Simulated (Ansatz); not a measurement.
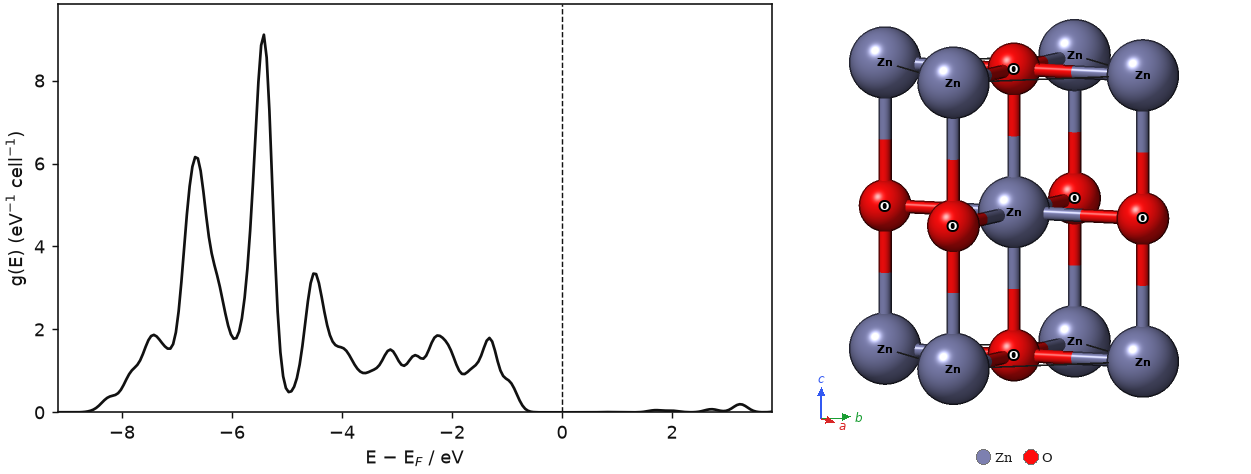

Density of states, beside the structure. Energies are counted from the Fermi level, put mid-gap where there is a gap. The curve is built from the levels of the k mesh with Gaussians 0.3 eV wide, which also blur the band edges.

This input was run:

```
crystal:
  lattice:
    - [0.0, 2.1115791842, 2.1337703963]
    - [2.1115791842, 0.0, 2.1337703963]
    - [2.1115791842, 2.1115791842, 0.0]
  atoms:
    - { symbol: Zn, position: [0.0, 0.0, 0.0] }
    - { symbol: O, position: [0.5, 0.5, 0.5] }
kpoints:
  mp_grid: { grid: [10, 10, 10] }
  band_path:
    path:
      - [0.0, 0.0, 0.0]
      - [0.5, 0.0, 0.5]
      - [0.625, 0.25, 0.625]
      - [0.375, 0.375, 0.75]
      - [0.5, 0.5, 0.5]
      - [0.5, 0.25, 0.75]
      - [0.0, 0.0, 0.5]
    npoints: 1
hamiltonian:
  xc: r2scan
scf:
  occupations: { method: fixed }
  n_extra_bands: 4
output:
  forces: true
  stress: true
  eigenvalues: true
```

Launched with:
```bash
ansatz run input.yaml --threads 4 --pin off --max-ram 3686MiB --backend cpu --events-out ev --progress --plain --runs-dir out
```

Q: Is there a gap at the Fermi level, and how wide?

A: There is a gap; over the k points computed it is 1.64 eV (indirect; the smallest direct gap is 3.16 eV).

Q: Where is the tallest peak of the filled states in the window?

A: Within the window shown, the tallest peak of the filled states lies 4.6 eV under the valence-band top, at about 9.1 states per eV and cell.

Q: How wide is the upper valence band?

A: The upper group of valence states starts about 7.7 eV under the valence-band top (which lies at −0.8 eV on this axis), with a gap beneath it; it holds about 16 electrons a cell.
